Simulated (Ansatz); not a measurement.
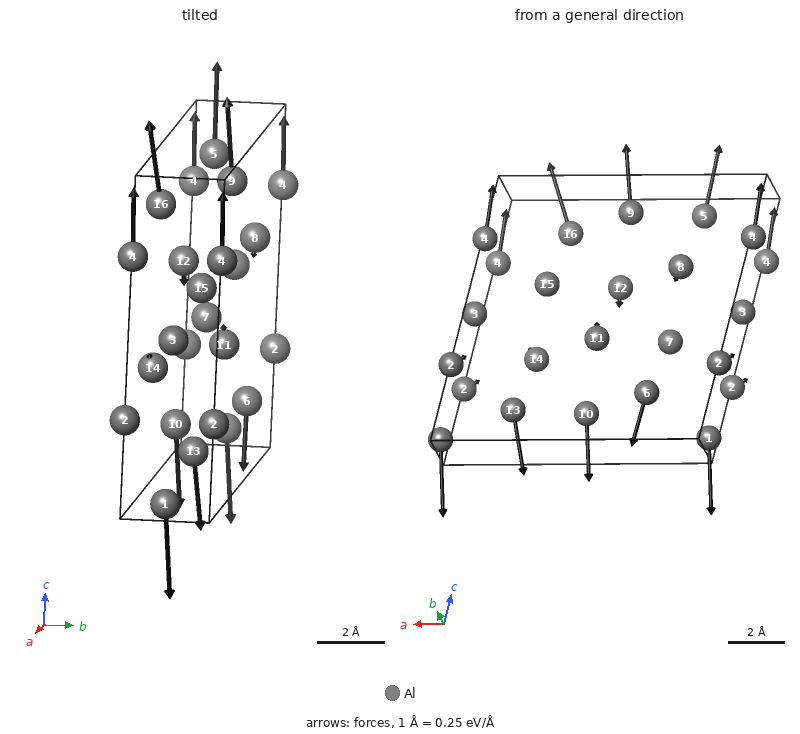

The figure gives a spheres-only picture of the atoms, viewed slightly off an axis and from a general direction. The edges of the simulation cell are marked. The arrows are the computed forces on the atoms.

System: Al. Method used: Ansatz 0.2.0, DFT PBEsol, scalar-relativistic, plane waves, PAW. It ran with a cutoff energy of 420 eV, 5×17×5 k-mesh, Gaussian smearing of 0.15 eV, no spin polarisation.

Question: Has this structure been optimised to equilibrium?

Answer: No. The atoms still feel forces of up to about 0.64 eV/Å, far above a usual threshold of 0.01 to 0.03 eV/Å.

It goes back to a structure listed in the Materials Project. The cell was then strained or its atoms displaced on purpose. Ansatz was used for an electronic-structure calculation on it.
